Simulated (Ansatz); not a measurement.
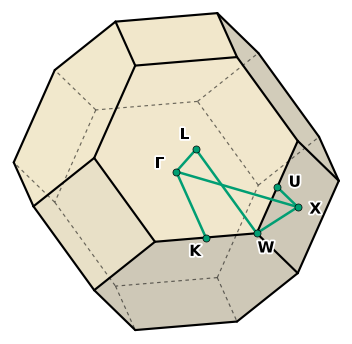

For GaN, coordinates from a relaxation with DFT, PBEsol, plane waves, PAW (Ansatz 0.2.0); the starting structure was generated, so it need not be a known form of this composition: the figure shows the first Brillouin zone with its special points and a band path. The drawing is computed from the coordinates (standard cell, symmetry found to 0.002 Å).

Labels and path follow the convention of Hinuma et al. (2017), as computed by seekpath.

> What lattice type do the shape and the labels point to?

A face-centred cubic lattice (cF; extended symbol cF2). The zone is a truncated octahedron in its combinatorial type: 14 faces (6 with 4 edges, 8 with 6 edges), 36 edges, 24 vertices.

> In which order does the conventional band path visit the special points?

Γ–X–U | K–Γ–L–W–X
